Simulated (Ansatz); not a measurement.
**Run report: Mg87Zn21O108, single-point calculation (part 2 of 3)**

The same run, continued: Mg87Zn21O108 (P1, 216 atoms in the cell); DFT, PBE, PAW, plane waves (Ansatz 0.2.0); cutoff 420 eV, 1×1×1 k-mesh, Fermi–Dirac smearing of 0.01 eV. The structure was built on a prototype by a generator; it need not be a known phase.

What the program printed, continued:
```
k-points: 1
Non-local potential: O, projectors of the file, l = 0: 2, l = 1: 2, l = 2: 1
Non-local potential: Mg, projectors of the file, l = 0: 3, l = 1: 2, l = 2: 1
Non-local potential: Zn, projectors of the file, l = 0: 2, l = 1: 2, l = 2: 3, l = 3: 1
PAW form: soft (Blöchl's): semilocal exchange-correlation on the pseudo side does not see the compensation charge
PAW one-centre angular grid: O, 110 points (default); XC on 64 Gauss nodes
PAW one-centre angular grid: Mg, 110 points (default); XC on 64 Gauss nodes
PAW one-centre angular grid: Zn, 590 points (default); XC on 64 Gauss nodes
Initial density: superposition of atomic densities (neutral atoms: chi_scale 0, normalization atom), corrected by the library's trained network
Initial wavefunctions: pseudopotential atomic-orbital guess
Functional: x = pbe(κ = 0.804, μ = 0.2195149727645171), c = pbe(β = 0.06672455060314922)
SCF iter   1: F=—  HF=-298606.946607 eV  |F-HF|=—  |Δ(HF+E_count)|=         —  Δρ=9.08e-4  dr2=2.21e-2  ethr=1.77e-3  ⟨swp⟩=6.0  Hψ=4647  notcnv=0  defer=24
preconditioner: auto → Resta (q_TF=auto, 2.665 Å⁻¹)  ε∞=4.1  [insulator: Δε(μ)=3.399 eV  Ē_g=15.286 eV  σ=0.010 eV  W_gap=1.00  n_scr=618 (ndim 8)  ℏωp=27.0 eV  f_vac=0.000  D(μ)=0.00/eV (n_scr^D=0)  ε∞_Penn≈4.1]
SCF iter   2: F=—  HF=-298606.955928 eV  |F-HF|=—  |Δ(HF+E_count)|=   9.32e-3  Δρ=4.60e-4  dr2=8.91e-3  ethr=1.25e-6  ⟨swp⟩=3.0  Hψ=2158  notcnv=0  defer=210
SCF iter   3: F=—  HF=-298606.965455 eV  |F-HF|=—  |Δ(HF+E_count)|=   9.53e-3  Δρ=2.83e-4  dr2=1.68e-3  ethr=5.03e-7  ⟨swp⟩=2.0  Hψ=1326  notcnv=0  defer=210
SCF iter   4: F=—  HF=-298606.957940 eV  |F-HF|=—  |Δ(HF+E_count)|=   7.51e-3  Δρ=1.06e-4  dr2=3.12e-4  ethr=9.51e-8  ⟨swp⟩=2.0  Hψ=1320  notcnv=0  defer=210
SCF iter   5: F=—  HF=-298606.957801 eV  |F-HF|=—  |Δ(HF+E_count)|=   1.39e-4  Δρ=3.99e-5  dr2=5.35e-5  ethr=1.76e-8  ⟨swp⟩=2.0  Hψ=1320  notcnv=0  defer=210
SCF iter   6: F=—  HF=-298606.930862 eV  |F-HF|=—  |Δ(HF+E_count)|=   2.69e-2  Δρ=2.74e-5  dr2=8.10e-6  ethr=3.02e-9  ⟨swp⟩=2.0  Hψ=1776  notcnv=0  defer=210
SCF iter   7: F=—  HF=-298606.930866 eV  |F-HF|=—  |Δ(HF+E_count)|=   4.31e-6  Δρ=7.35e-6  dr2=8.98e-7  ethr=4.58e-10  ⟨swp⟩=2.0  Hψ=1776  notcnv=0  defer=210
SCF iter   8: F=—  HF=-298606.930866 eV  |F-HF|=—  |Δ(HF+E_count)|=   4.41e-8  Δρ=2.58e-6  dr2=1.31e-7  ethr=5.07e-11  ⟨swp⟩=2.0  Hψ=1776  notcnv=0  defer=210
SCF iter   9: F=-298606.930866 eV  HF=-298606.930866 eV  |F-HF|=1.23e-7  |Δ(HF+E_count)|=   3.48e-8  Δρ=2.14e-6  dr2=5.95e-8  ethr=5.65e-12  ⟨swp⟩=12.0  Hψ=5903  notcnv=0
SCF 1 converged in 9 iterations: F = -298606.930866 eV  dr2 = 5.95e-8
  greatest PAW one-centre occupation: 1.000 electrons in one spin orbital (limit 2), on the Mg atom at site 151 (counted from 0), in its partial waves of l = 0
```

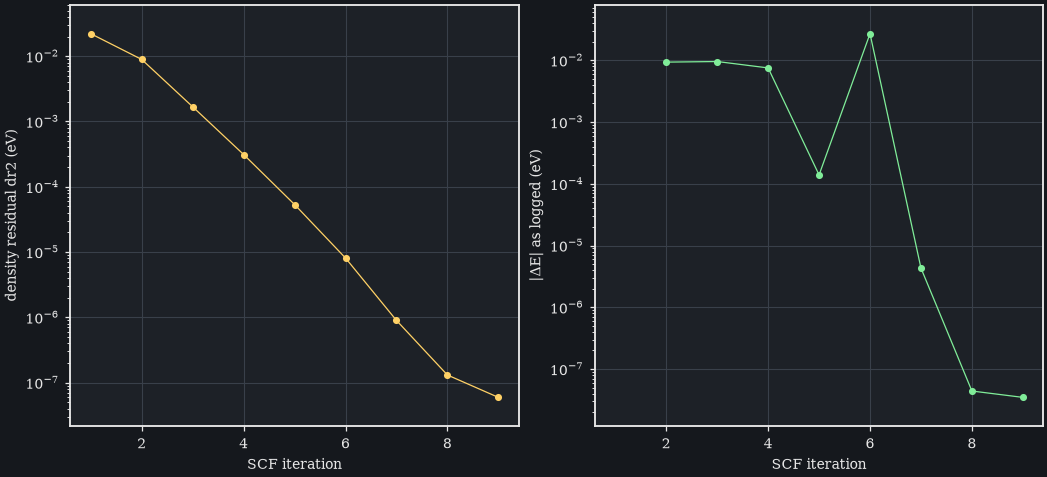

*Convergence of the self-consistent field: density residual dr2 and size of the energy change against the SCF iteration.*

The residual falls at every step.

```
NSCF: frozen V_eff on 1 k-points
SCF converged after 9 iterations
Free energy (F): -298606.930866 eV
Harris-Foulkes:  -298606.930866 eV  (|F-HF|=1.23e-7)
Internal energy: -298606.930866 eV  (E = F + TS)
E sigma→0 (E₀):  -298606.930866 eV
Fermi energy:    10.517479 eV
--- Per-component energies (eV) ---
  E_band       = -23763.334635
  E_kinetic    = 28705.604275
  E_local      = -175742.256390  (includes V_loc(G=0)·N_el)
  E_nonlocal   = 26487.860324
  E_hartree    = 63170.471545
  E_xc         = -13575.193729
  E_vxc        = -14792.313222  (∫ρ·V_xc dr)
  E_paw        = -81000.044363  (= ΣΔE_a)
  E_vpaw       = -14763.422503  (= ΣTr[D̂ρ^β])
  E_aug_tail   = 0.261396  (compensation charges beyond the density's cutoff)
  E_ewald      = -146653.633924
  E_smearing   = -0.000000  (= −TS)
  E_closure    = -0.000000  (closes the sum)
  Σ components = -298606.930866   (vs F -298606.930866, Δ=0.00e0)
--- Forces (eV/Å), atoms counted from 1 ---
  atom   1  O     -0.00091390     0.00091843    -0.08944608
  atom   2  O     -0.00139114    -0.00065638     0.00210638
  atom   3  O     -0.00168120    -0.08715693     0.09295689
  atom   4  O     -0.00044616    -0.00031071     0.00145740
  atom   5  O      0.00052425     0.00090693    -0.00152618
  atom   6  O     -0.00145569     0.09607586     0.00079348
  atom   7  O     -0.00029259    -0.00133326     0.00126929
  atom   8  O      0.00032452    -0.00178790    -0.00161971
  atom   9  O     -0.00115106    -0.00240920     0.00064257
  atom  10  O     -0.08778092     0.00149951     0.00148616
  atom  11  O     -0.00441344     0.08710568    -0.00122024
  atom  12  O     -0.00031358    -0.00013385     0.00063657
  atom  13  O     -0.00080983     0.00021871     0.00223494
  atom  14  O     -0.00178049     0.00058581    -0.00260522
  atom  15  O      0.09076784     0.00181333     0.00244696
  atom  16  O     -0.00093646    -0.00239766     0.00059294
  atom  17  O     -0.00245014    -0.08866627    -0.00169587
  atom  18  O     -0.08589124    -0.00305715     0.00093748
  atom  19  O      0.09479732     0.00113613     0.00145480
  atom  20  O      0.00413511    -0.00007065     0.09109833
  atom  21  O      0.00121124     0.08705107    -0.09337106
  atom  22  O      0.00050227    -0.08937102     0.09283319
  atom  23  O      0.00209137     0.00036515    -0.00137647
  atom  24  O     -0.09243174     0.00102655    -0.08565454
  atom  25  O      0.00024957     0.08519669     0.00008449
  atom  26  O      0.00230537    -0.00107140     0.00014320
  atom  27  O      0.09070385    -0.09182951     0.00075313
  atom  28  O      0.00009248    -0.00002922    -0.08881936
  atom  29  O     -0.09047262    -0.00166113     0.09180364
  atom  30  O     -0.09195782    -0.09070906     0.00136397
  atom  31  O      0.08697263    -0.00027646    -0.00187663
  atom  32  O     -0.08639605     0.00080085     0.00011676
  atom  33  O     -0.00069204     0.09006580     0.00093323
  atom  34  O     -0.00116455     0.00007400     0.00087450
  atom  35  O     -0.09597134     0.00069674    -0.09144865
  atom  36  O      0.08619722     0.00093225     0.08988339
  atom  37  O     -0.00130195     0.00082623    -0.08871631
  atom  38  O      0.08911021    -0.00034722     0.09241698
  atom  39  O      0.08837348    -0.08981596    -0.00028019
  atom  40  O     -0.00015823    -0.00101933    -0.08540266
  atom  41  O      0.08899971    -0.00026508     0.09074537
  atom  42  O      0.00049798     0.08790312    -0.00052262
  atom  43  O      0.00030545    -0.00010083     0.00123961
  atom  44  O     -0.00044973    -0.00001162     0.00027425
  atom  45  O      0.00139188    -0.00047370     0.00030364
  atom  46  O      0.00235569     0.08795924    -0.00159270
  atom  47  O      0.00224349     0.00041007    -0.00123609
  atom  48  O      0.00154292     0.00025401     0.00264111
  atom  49  O     -0.08767175    -0.00146967     0.08864857
  atom  50  O      0.00041799    -0.00001724     0.00026111
  atom  51  O      0.00064217    -0.08997788    -0.08831332
  atom  52  O      0.00116311    -0.08801369     0.00009626
  atom  53  O      0.09147856     0.00042198    -0.00131257
  atom  54  O     -0.08886373     0.08846568     0.00237430
  atom  55  O      0.00082505    -0.09545185     0.00200305
  atom  56  O     -0.09207026     0.09021912    -0.00129314
  atom  57  O      0.08943660     0.00025833     0.00179927
  atom  58  O      0.00327507     0.08754791    -0.00016469
  atom  59  O      0.00292246     0.00023956    -0.08703886
  atom  60  O      0.09158891    -0.00038721     0.09322906
  atom  61  O      0.00096863    -0.00055399     0.00028306
  atom  62  O      0.00059452    -0.08789532    -0.00166966
  atom  63  O     -0.00059947    -0.00034829     0.00250307
  atom  64  O      0.09125178    -0.09590514     0.00381377
  atom  65  O      0.08579681    -0.00145865    -0.00369532
  atom  66  O     -0.00020666    -0.00131530     0.00108503
  atom  67  O     -0.00260976     0.00262169     0.00174145
  atom  68  O     -0.00234679     0.00009835    -0.08999210
  atom  69  O     -0.00165060    -0.00024969     0.08944084
  atom  70  O     -0.00125197     0.09146195     0.00255878
  atom  71  O     -0.00053880     0.00002309    -0.00332964
  atom  72  O      0.00069550     0.00065345     0.00238200
  atom  73  O     -0.09338260    -0.00065357     0.08746196
  atom  74  O     -0.00111214    -0.00052938    -0.00097680
  atom  75  O     -0.08906567    -0.00021757    -0.08799414
  atom  76  O     -0.00157892     0.00053941    -0.00110818
  atom  77  O     -0.00070393     0.00169949    -0.00176731
  atom  78  O     -0.09016313    -0.08870141     0.00231006
  atom  79  O     -0.00107348     0.00078092    -0.00034064
  atom  80  O     -0.00069279    -0.00064742    -0.08681532
  atom  81  O      0.00085368     0.08761541     0.09294922
  atom  82  O     -0.00212617     0.10024778    -0.10350460
  atom  83  O     -0.00042713     0.09571667    -0.00227562
  atom  84  O     -0.00078876     0.00174156     0.09213619
  atom  85  O     -0.09002918    -0.00068440    -0.09197644
  atom  86  O     -0.00031403    -0.00100157     0.08803999
  atom  87  O     -0.00164638    -0.00024769    -0.00043474
  atom  88  O      0.00007802    -0.09257667    -0.09163664
  atom  89  O      0.09407756    -0.09642976     0.09328970
  atom  90  O     -0.00073192    -0.00320906     0.00282173
  atom  91  O      0.09139764     0.00212383    -0.00353554
  atom  92  O     -0.00044613     0.00283174     0.00259186
  atom  93  O      0.00102016     0.00248513     0.00216606
  atom  94  O      0.08646695    -0.00019912    -0.00273270
  atom  95  O     -0.00026035     0.00030692     0.00297728
  atom  96  O     -0.08696280    -0.00025347    -0.00097648
  atom  97  O      0.00065372    -0.00300245    -0.08995284
  atom  98  O     -0.00008841    -0.00394081     0.08638746
  atom  99  O      0.00142102    -0.00289795     0.00275059
  atom 100  O     -0.09244444     0.09205351    -0.00279449
  atom 101  O      0.00011803     0.00207987     0.00090056
  atom 102  O     -0.00209934     0.00180510     0.00166031
  atom 103  O     -0.00091265     0.00149986     0.08108713
  atom 104  O      0.00042882     0.00122500     0.00331347
  atom 105  O      0.09224696     0.09875792    -0.09323877
  atom 106  O     -0.00101871    -0.09133956    -0.00419422
  atom 107  O     -0.08907982    -0.00309469    -0.08903160
  atom 108  O     -0.00232938    -0.09679999     0.09160444
  atom 109  Mg     0.00429898    -0.00521714    -0.01180874
  atom 110  Mg    -0.01776994     0.00195005     0.00528618
  atom 111  Mg     0.00080322     0.00747538     0.00480625
  atom 112  Mg     0.01160152    -0.00114666    -0.00050740
  atom 113  Mg    -0.01366972     0.00461439     0.00635698
  atom 114  Mg     0.00609012     0.00636533    -0.00054379
  atom 115  Mg    -0.01298934    -0.00485256    -0.00528099
  atom 116  Mg     0.00617644    -0.01153462     0.00496233
  atom 117  Mg     0.00667771    -0.00582457    -0.01342985
  atom 118  Mg     0.01936600     0.00119422     0.00649096
  atom 119  Mg     0.01203860    -0.00458545     0.00624464
  atom 120  Mg     0.00029172    -0.00051310    -0.01189352
  atom 121  Mg     0.01357106    -0.00051270     0.01212344
  atom 122  Mg     0.00028415     0.00633309    -0.00748765
  atom 123  Mg     0.00831166     0.00059145     0.00601046
  atom 124  Mg    -0.00026156     0.00059065     0.00000447
  atom 125  Mg    -0.00060555     0.00620387     0.00658839
  atom 126  Mg    -0.01218689     0.00701127    -0.00659961
  atom 127  Mg    -0.01228483    -0.01224682     0.01179021
  atom 128  Mg     0.00012540    -0.00122490     0.00073843
  atom 129  Mg    -0.00640458    -0.00715581    -0.01278260
  atom 130  Mg    -0.00576067     0.01219352     0.00455664
  atom 131  Mg     0.00520562    -0.00510057     0.00055541
  atom 132  Mg     0.00107346     0.00520294    -0.01471078
  atom 133  Mg    -0.00497549     0.00022934    -0.00486486
  atom 134  Mg     0.00097674     0.00980729    -0.00076319
  atom 135  Mg     0.00082020    -0.00460771    -0.00533311
  atom 136  Mg     0.00648454    -0.00468142     0.00912243
  atom 137  Mg    -0.00069155     0.00413204    -0.00614020
  atom 138  Mg     0.00621271    -0.00158157     0.00677359
  atom 139  Mg     0.00527527    -0.00710971    -0.00147839
  atom 140  Mg     0.00038606     0.00014895     0.00051923
  atom 141  Mg     0.00581893     0.00075687     0.00638715
  atom 142  Mg    -0.00616304     0.00003609    -0.00683442
  atom 143  Mg    -0.00563318    -0.00436196    -0.00107250
  atom 144  Mg    -0.00626602     0.00760871    -0.00051790
  atom 145  Mg    -0.00072204     0.01061386     0.00057342
  atom 146  Mg    -0.00675187     0.00557134     0.01207082
  atom 147  Mg    -0.00579013    -0.00697996    -0.01329627
  atom 148  Mg    -0.00047773    -0.00028627     0.00014503
  atom 149  Mg     0.00513141     0.00601437    -0.01168396
  atom 150  Mg     0.00524036    -0.01627421    -0.00037098
  atom 151  Mg    -0.00554519    -0.00486338     0.00092295
  atom 152  Mg     0.00027812    -0.00574955     0.00541113
  atom 153  Mg    -0.00558340     0.00300643    -0.01141283
  atom 154  Mg     0.00092876     0.00416179    -0.00414027
  atom 155  Mg     0.00022404     0.00570067     0.01469520
  atom 156  Mg    -0.00586122     0.00717559    -0.01186438
  atom 157  Mg     0.00629657    -0.00330132     0.01266526
  atom 158  Mg     0.00046585     0.00157559    -0.00108212
  atom 159  Mg     0.00082500     0.00043204     0.00152485
  atom 160  Mg     0.00060664     0.00650746     0.00565307
  atom 161  Mg    -0.00598830     0.00022462    -0.00783908
  atom 162  Mg     0.01208807    -0.00062104     0.00118954
  atom 163  Mg     0.00689830    -0.00141846    -0.00636079
  atom 164  Mg     0.00018275    -0.00647206     0.00392773
  atom 165  Mg     0.00669460     0.00101252    -0.00413388
  atom 166  Mg    -0.00472214    -0.00445154    -0.00054668
  atom 167  Mg    -0.01211916     0.00664424     0.00372997
  atom 168  Mg    -0.00605705     0.01278069    -0.00497301
  atom 169  Mg    -0.00651732    -0.00179058     0.00683903
  atom 170  Mg    -0.00772097    -0.00193698    -0.00713272
  atom 171  Mg    -0.00055889     0.00725970     0.00634803
  atom 172  Mg    -0.00050062    -0.01042186    -0.01173418
  atom 173  Mg     0.01184255     0.00566695     0.00413742
  atom 174  Mg    -0.01746565    -0.00075884    -0.00680920
  atom 175  Mg     0.00616837    -0.00608396     0.00983536
  atom 176  Mg     0.00068202    -0.00002325     0.00157607
  atom 177  Mg    -0.00542728     0.00518070    -0.00036038
  atom 178  Mg     0.01117758     0.01053409    -0.00091479
  atom 179  Mg    -0.00542956    -0.00900831    -0.00464835
  atom 180  Mg     0.01248330    -0.00485642     0.00400844
  atom 181  Mg     0.01838208    -0.00034675    -0.00606254
  atom 182  Mg     0.00632620    -0.00609421     0.01060156
  atom 183  Mg     0.00644605     0.00534387    -0.00045161
  atom 184  Mg    -0.00010562     0.00596877     0.00482792
  atom 185  Mg     0.00606145    -0.00411852    -0.01109097
  atom 186  Mg     0.00409256    -0.00410335     0.01185977
```
